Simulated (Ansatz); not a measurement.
Start from this file.

```cif
data_structure
_symmetry_space_group_name_H-M 'P 63/m'
_symmetry_Int_Tables_number 176
_cell_length_a 7.7578
_cell_length_b 7.7578
_cell_length_c 2.8853
_cell_angle_alpha 90.000
_cell_angle_beta 90.000
_cell_angle_gamma 120.000
_cell_volume 150.38
loop_
_atom_site_label
_atom_site_type_symbol
_atom_site_symmetry_multiplicity
_atom_site_Wyckoff_symbol
_atom_site_fract_x
_atom_site_fract_y
_atom_site_fract_z
_atom_site_occupancy
Si1 Si 6 h 0.22921 0.82232 0.75000 1
N1 N 2 d 0.33333 0.66667 0.75000 1
N2 N 6 h 0.96852 0.66927 0.75000 1
```

**Describe what this structure looks like.**

The formula is Si3N4. It belongs to space group P6_3/m (No. 176) and has a primitive hexagonal lattice. Counting shared atoms by their share gives 6 Si, 8 N, or 14 atoms. The polyhedra are SiN4 tetrahedra; they share corners. Each Si atom is coordinated by four N in a tetrahedral arrangement at 1.75 to 1.76 Å. The N atoms are each bonded to three Si in a distorted trigonal planar arrangement at 1.75 to 1.76 Å. The bonds build a three-dimensional framework.

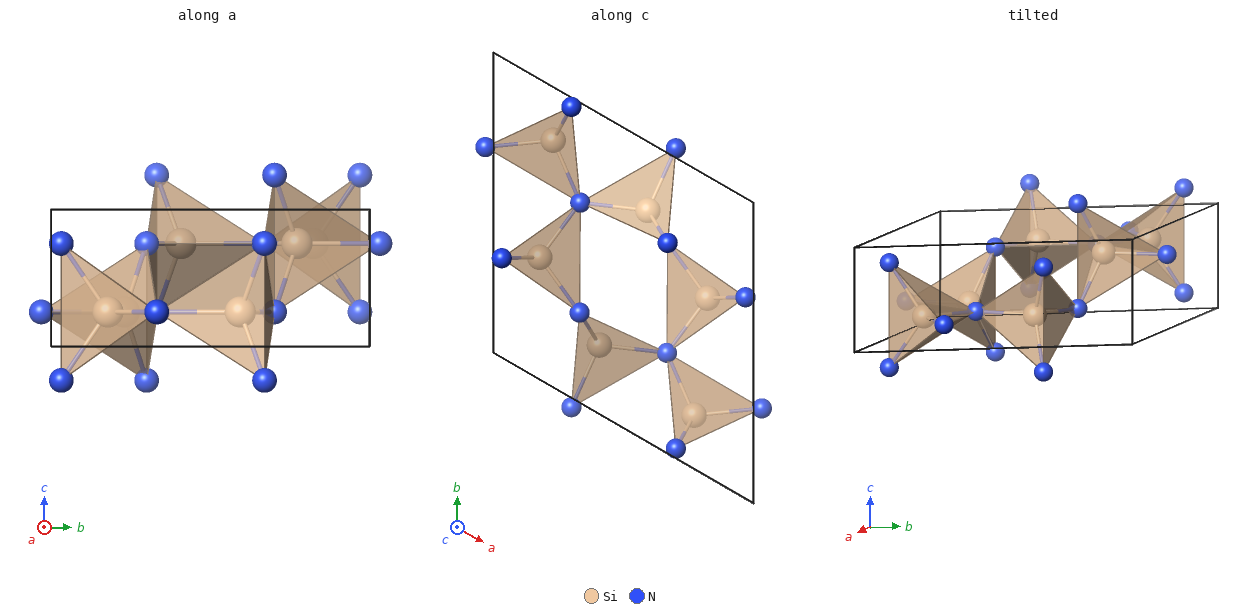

Shown here is a polyhedral view of the crystal, taken along the a axis, along the c axis and slightly off an axis. The edges of the conventional unit cell are marked. Some atoms of the next cells are drawn as well. Colours: silicon light orange, nitrogen blue.

Its origin is a structure listed in the Materials Project. The cell was then strained or its atoms displaced on purpose. A calculation with Ansatz used it as input.
